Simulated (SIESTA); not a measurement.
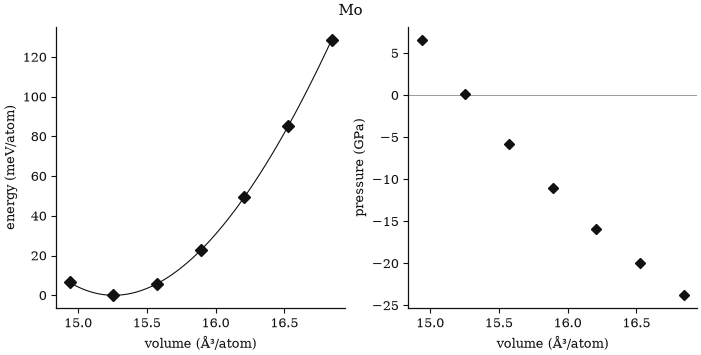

Energy and pressure against volume for Mo, space group Im-3m (No. 229).

A third-order Birch–Murnaghan fit gives V0 = 15.26 Å³/atom, B0 = 298 GPa and B′ = 4.3. The energy is 6 meV/atom at volume 14.94 Å³/atom and 129 meV/atom at 16.85 Å³/atom; the lowest computed point is at volume 15.26 Å³/atom (0 meV/atom), and no other minimum shows. The pressure falls from 6.60 GPa at volume 14.94 Å³/atom to −23.80 GPa at 16.85 Å³/atom, and changes sign near 15.26 Å³/atom.

Method: DFT in numerical atomic orbitals with pseudopotentials, no spin polarisation; energies at scaled volumes of the given cell, shape and fractions fixed, counted from the fit's minimum, third-order Birch-Murnaghan fit (SIESTA 5.4.2). Level: LDA.

- k mesh: 12×12×12
- occupations: Fermi–Dirac
- smearing width: 0.05 eV
- potentials: PseudoDojo 0.4 standard, converted to PSML, two zetas on semicore shells
- program settings: basis DZP, mesh cutoff 800 Ry

Cell as given: a = 2.743 Å, b = 2.743 Å, c = 2.743 Å, α = 109.47°, β = 109.47°, γ = 109.47°; 1 atom.

Keep in mind: mulliken charges of long orbitals.
